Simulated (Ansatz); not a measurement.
## Run report: PtS2, band-structure calculation

System: PtS2 (P-3m1, 3 atoms in the cell).
Method: DFT PBE+D3(BJ), scalar-relativistic, plane waves, PAW, no spin polarisation (Ansatz 0.2.0).

The structure derives from an entry of the Crystallography Open Database. Figures and captions count atoms from 1; the log counts them from 0 in places.

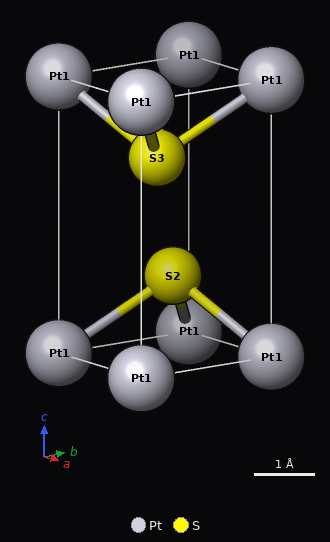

Figure 1. The input geometry (ball-and-stick view of the cell of the calculation, seen slightly off an axis; atoms are numbered from 1 in the order of the input). An atom can appear more than once, as a periodic image.

Key numbers

```json
{"quantity": "outcome", "value": "converged"}
{"quantity": "space group (tolerance 0.01 Å)", "value": "P-3m1 (164)"}
{"quantity": "electrons treated", "value": "30"}
{"quantity": "free energy", "value": "−14329.4677 eV"}
{"quantity": "Fermi energy", "value": "12.511 eV"}
{"quantity": "gap on the k-point mesh", "value": "0.06 eV"}
{"quantity": "pressure", "value": "0.00 GPa"}
{"quantity": "largest force (length of the vector)", "value": "0.001 eV/Å"}
{"quantity": "hardware", "value": "1 thread of Arm Neoverse V1, 24 GiB of memory available, shared host"}
{"quantity": "wall time", "value": "50 s"}
{"quantity": "peak memory", "value": "0.49 GiB"}
```

Remarks

Spin–orbit coupling is left out, which matters for Pt.

The input
```yaml
crystal:
  lattice:
    - [3.5830653997, 0.0, 0.0]
    - [-1.7915326998, 3.1030256596, 0.0]
    - [0.0, 0.0, 4.6639927029]
  atoms:
    - { symbol: Pt, position: [0.0, 0.0, 0.0] }
    - { symbol: S, position: [0.3333333333, 0.6666666667, 0.2586282044] }
    - { symbol: S, position: [0.6666666667, 0.3333333333, 0.7413717956] }
basis:
  ecutwfc: 420
kpoints:
  mp_grid: { grid: [12, 12, 8] }
  band_path:
    path:
      - [[0.0, 0.0, 0.0], [0.5, 0.0, 0.0], [0.33333333, 0.33333333, 0.0], [0.0, 0.0, 0.0], [0.0, 0.0, 0.5], [0.5, 0.0, 0.5], [0.33333333, 0.33333333, 0.5], [0.0, 0.0, 0.5]]
      - [[0.5, 0.0, 0.5], [0.5, 0.0, 0.0]]
      - [[0.33333333, 0.33333333, 0.5], [0.33333333, 0.33333333, 0.0]]
    npoints: 14
hamiltonian:
  xc: pbe
  dispersion: d3bj
scf:
  occupations: { method: gaussian, width: 0.01 }
  n_extra_bands: 7
output:
  forces: true
  stress: true
  eigenvalues: true
  populations: true
  dos: { projected: true, de: 0.02, nscf_kmesh: { grid: [18, 18, 12] } }
  bader: true
  write_density: true
  write_potential: true
  elf: true
  volumetric_format: npy
```

Run as:
```bash
ansatz run input.yaml --threads 1 --pin off --max-ram 2560MiB --backend cpu --events-out ev --progress --plain --runs-dir out
```

What the program printed
```
scf.n_extra_bands = 7 over 15 filled bands (N_el = 30.0): the run solves 22 bands
Engine: ansatz 0.2.0, aarch64-unknown-linux-gnu
Pseudopotentials: kind: paw
Pseudopotential: Pt, paw, valence charge 18, recommended cutoff 420 eV (normal), Pt.paw.azcp
Pseudopotential: S, paw, valence charge 6, recommended cutoff 420 eV (normal), S.paw.azcp
Functional definition: PBE
  parameter kappa = 0.804
  parameter beta = 0.06672455060314922
  exchange = pbe_x(kappa = kappa, mu = beta*pi^2/3)
  correlation = pbe_c(beta = beta)
Crystal: 3 atoms, lattice volume = 51.856 Å³
Basis set: ecut = 420 eV, 993 PW (Γ), exchange–correlation on 48×48×64 points (8 copies of the dense FFT grid, shifted against one another)
Bands: 22, of which v1, the nominal top of the filled ones, is band 15 counted from 1 (14 counted from 0)
Symmetry: 12 space group operations
Space group: P-3m1 (ITA 164), of the structure as read, at distance tolerance 3.7e-5 Å
k-points: 131 of 1152
Non-local potential: Pt, projectors of the file, l = 0: 3, l = 1: 2, l = 2: 2, l = 3: 1
Non-local potential: S, projectors of the file, l = 0: 2, l = 1: 2, l = 2: 2
PAW form: soft (Blöchl's): semilocal exchange-correlation on the pseudo side does not see the compensation charge
PAW one-centre angular grid: Pt, 590 points (default); XC on 64 Gauss nodes
PAW one-centre angular grid: S, 110 points (default); XC on 64 Gauss nodes
Initial density: superposition of atomic densities (neutral atoms: chi_scale 0, normalization atom), corrected by the library's trained network
Initial wavefunctions: pseudopotential atomic-orbital guess
Functional: x = pbe(κ = 0.804, μ = 0.2195149727645171), c = pbe(β = 0.06672455060314922)
SCF iter   1: F=—  HF=-14329.467171 eV  |F-HF|=—  |Δ(HF+E_count)|=         —  Δρ=3.60e-3  dr2=3.62e-3  ethr=1.77e-3  ⟨swp⟩=6.1  Hψ=15089  notcnv=0
preconditioner: auto → Resta (q_TF=auto, 2.490 Å⁻¹)  ε∞=5.1  [insulator: Δε(μ)=0.086 eV  Ē_g=11.882 eV  σ=0.010 eV  W_gap=1.00  n_scr=20 (ndim 8)  ℏωp=24.2 eV  f_vac=0.004  D(μ)=0.00/eV (n_scr^D=0)  ε∞_Penn≈5.1]
SCF iter   2: F=—  HF=-14329.467527 eV  |F-HF|=—  |Δ(HF+E_count)|=   3.57e-4  Δρ=1.74e-3  dr2=8.79e-4  ethr=1.21e-5  ⟨swp⟩=2.1  Hψ=5953  notcnv=0  defer=288
SCF iter   3: F=—  HF=-14329.467729 eV  |F-HF|=—  |Δ(HF+E_count)|=   2.02e-4  Δρ=2.32e-4  dr2=1.90e-5  ethr=2.93e-6  ⟨swp⟩=2.0  Hψ=4620  notcnv=0  defer=288
SCF iter   4: F=—  HF=-14329.467707 eV  |F-HF|=—  |Δ(HF+E_count)|=   2.26e-5  Δρ=6.82e-5  dr2=1.79e-6  ethr=6.35e-8  ⟨swp⟩=2.1  Hψ=3803  notcnv=0  defer=288
iter 5 did not close the SCF: its close was put off for the readings that it lacked (scf_convergence_deferred on its scf_iter line)
SCF iter   5: F=-14329.467708 eV  HF=-14329.467708 eV  |F-HF|=7.91e-8  |Δ(HF+E_count)|=   1.36e-6  Δρ=1.43e-5  dr2=9.26e-8  ethr=5.96e-9  ⟨swp⟩=2.0  Hψ=3926  notcnv=0  defer=288
SCF iter   6: F=-14329.467708 eV  HF=-14329.467708 eV  |F-HF|=3.84e-9  |Δ(HF+E_count)|=   9.70e-8  Δρ=2.81e-6  dr2=4.11e-9  ethr=3.09e-10  ⟨swp⟩=9.5  Hψ=18190  notcnv=0
SCF 1 converged in 6 iterations: F = -14329.467708 eV  dr2 = 4.11e-9
  greatest PAW one-centre occupation: 1.000 electrons in one spin orbital (limit 2), on the Pt atom at site 0 (counted from 0), in its partial waves of l = 0
NSCF: frozen V_eff on 129 k-points
NSCF: frozen V_eff on 394 k-points
SCF converged after 6 iterations
Free energy (F): -14329.467708 eV
Harris-Foulkes:  -14329.467708 eV  (|F-HF|=3.84e-9)
Internal energy: -14329.467708 eV  (E = F + TS)
E sigma→0 (E₀):  -14329.467708 eV
Fermi energy:    12.510955 eV
--- Per-component energies (eV) ---
  E_band       = -287.633935
  E_kinetic    = 851.063836
  E_local      = -2784.840626  (includes V_loc(G=0)·N_el)
  E_nonlocal   = 255.433641
  E_hartree    = 1083.464113
  E_xc         = -456.469803
  E_vxc        = -478.465730  (∫ρ·V_xc dr)
  E_paw        = -10653.917042  (= ΣΔE_a)
  E_vpaw       = -297.752400  (= ΣTr[D̂ρ^β])
  E_aug_tail   = 0.000192  (compensation charges beyond the density's cutoff)
  E_ewald      = -2622.847851
  E_disp       = -1.354167  (pairwise vdW)
  E_smearing   = -0.000000  (= −TS)
  E_closure    = 0.000000  (closes the sum)
  Σ components = -14329.467708   (vs F -14329.467708, Δ=0.00e0)
--- Forces (eV/Å), atoms counted from 1 ---
  atom   1  Pt     0.00000000    -0.00000000     0.00000000
  atom   2  S     -0.00000000    -0.00000000     0.00068830
  atom   3  S      0.00000000     0.00000000    -0.00068830
  max |Σ_I F_I| component: 9.25e-18 eV/Å
--- Stress (GPa, compression-positive) ---
        0.002343      -0.000000      -0.000000
       -0.000000       0.002343      -0.000000
       -0.000000      -0.000000      -0.000977
  P = ⅓ Tr σ = 0.0012 GPa (0.012 kbar)
--- Band table (eV; the first three rows and the last of 131) ---
  k-point 0: bands = ["-87.4430", "-41.6791", "-41.6791", "-41.5636", "-3.5319", "-0.1010", "4.8089", "5.3482", "5.3482", "8.1934", "8.1934", "9.9515", "10.8313", "10.8313", "12.4826", "13.5984", "13.5984", "16.0281", "17.4235", "19.7462", "19.7462", "24.5601"]
  k-point 1: bands = ["-87.4430", "-41.6791", "-41.6791", "-41.5637", "-3.4583", "-0.3090", "5.0733", "5.3581", "5.3581", "8.1833", "8.1833", "9.9145", "10.7423", "10.7423", "12.1860", "13.7532", "13.7532", "16.2002", "17.7314", "19.7052", "19.7052", "23.8991"]
  k-point 2: bands = ["-87.4430", "-41.6791", "-41.6791", "-41.5637", "-3.2479", "-0.8017", "5.3823", "5.3823", "5.7244", "8.1607", "8.1607", "9.7637", "10.5473", "10.5473", "11.5609", "14.1260", "14.1260", "16.6868", "18.3998", "19.5572", "19.5572", "22.9622"]
  k-point 130: bands = ["-87.4426", "-41.6928", "-41.6928", "-41.5610", "-1.2243", "-1.2243", "5.4578", "5.4578", "5.9464", "7.7248", "7.7248", "7.7916", "8.6297", "9.8763", "9.8763", "14.4264", "14.4264", "19.1057", "19.8630", "20.1925", "20.1925", "22.5836"]
--- Löwdin populations: 3 sites ---
  site symbol       q [e]
     0     Pt     17.3533
     1      S      6.2036
     2      S      6.2036
  spilling = 0.007979 (of n_electrons = 30.000000)
--- Bader charges: 3 sites ---
  site symbol  charge [e]  shift [e]
     0     Pt      0.4455     0.0112
     1      S     -0.2227     0.0056
     2      S     -0.2228     0.0056
  estimated error of the sums over rays = 6.1e-4 e
```

File bader_charges.tsv
```
# site	symbol	x_ang	y_ang	z_ang	partial_charge_e	electrons	volume_ang3	relative_density_drop	shared_charge_e	partial_wave_shift_e
# quadrature_error_electrons = 6.1e-4
0	Pt	0.0000	0.0000	0.0000	0.44551	77.55449	16.29	-	0.44551	0.01116
1	S	0.0000	2.0687	1.2062	-0.22275	16.22275	17.78	-	-0.22275	0.00558
2	S	1.7915	1.0343	3.4578	-0.22276	16.22276	17.78	-	-0.22276	0.00558
```

File populations.tsv
```
# site	symbol	l	j	q
# orbitals = lowdin
# n_electrons = 30.000000
# spilling = 0.007979
0	Pt	0_5S	-	1.982221
0	Pt	0_6S	-	0.765396
0	Pt	1_5P	-	5.997886
0	Pt	2_5D	-	8.607835
1	S	0_3S	-	1.851430
1	S	1_3P	-	4.352210
2	S	0_3S	-	1.851430
2	S	1_3P	-	4.352210
```

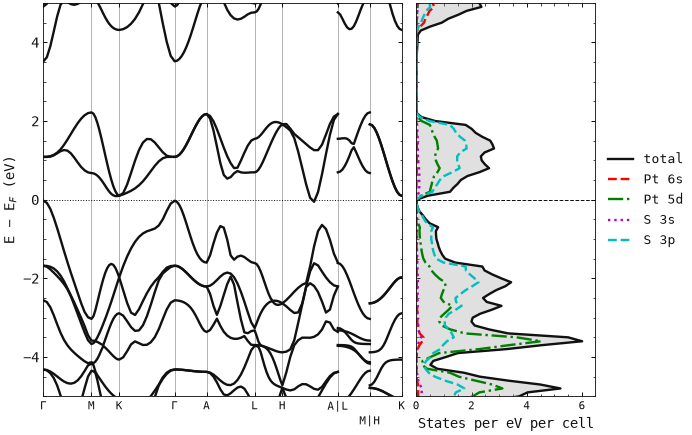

Figure 2. Band structure along Γ–M–K–Γ–A–L–H–A|L–M|H–K and density of states (projected on Löwdin-orthogonalised atomic shells), with energies from the Fermi level.

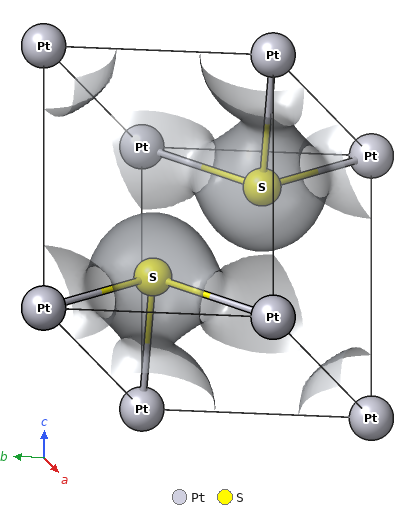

Figure 3. Isosurface of the valence pseudo-density at 0.5 e/Å³ (grey), seen at an oblique angle. Sticks mark near contacts. The outline is the cell set on symmetry axes. At this value the density is joined into sheets; it holds about 75 % of the electrons treated as valence (semicore included). On the grid the lowest density along these lines, outside the cores, is 0.66 e/Å³ (Pt–S, 2.39 Å). The fields are those of the smooth PAW valence density.

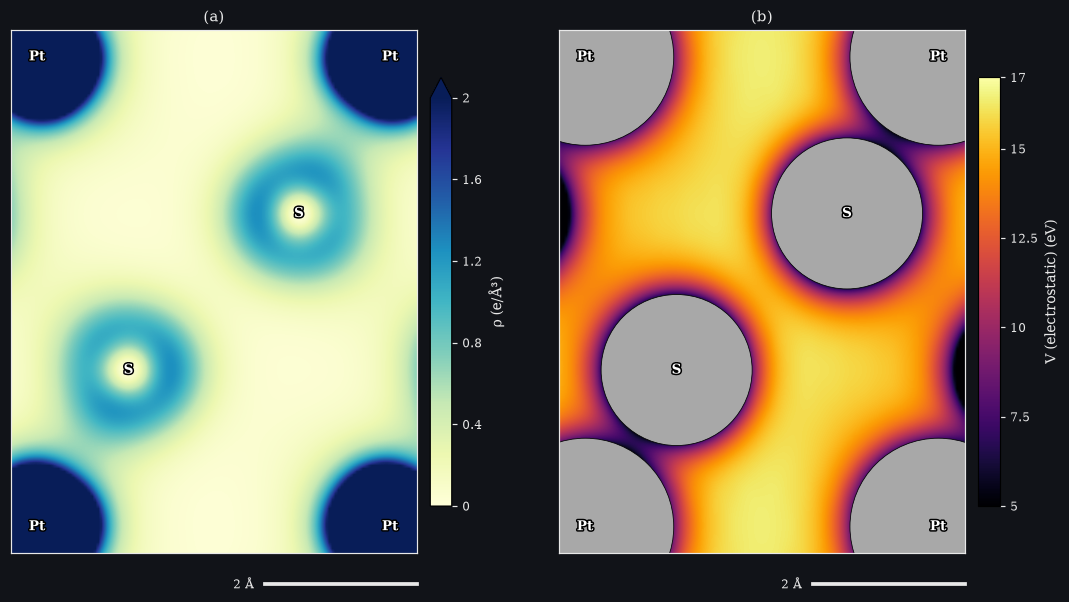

Figure 4. (a) valence charge density (pseudo); (b) electrostatic potential energy of an electron on the (110) plane of the conventional cell. Grey discs, where drawn, cover atomic cores. Pt–S (2.39 Å): ρ is about 0.66 e/Å³ halfway. Away from the nuclei the density in this plane falls to 0.02 e/Å³ at its lowest. Outside the cores the potential energy rises away from the atoms and is highest about 2.3 Å from the nearest atoms; outside the discs it spans about 11 eV, and its zero is arbitrary.

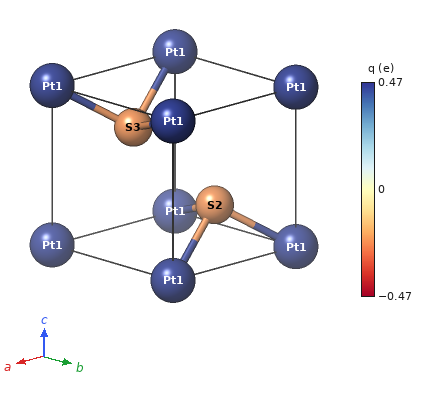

Figure 5. Bader charges, as the colour of each atom (ball-and-stick view of the cell of the calculation, seen at an oblique angle; atoms are numbered from 1 in the order of the input). By element: Pt +0.45 and S −0.22 e.
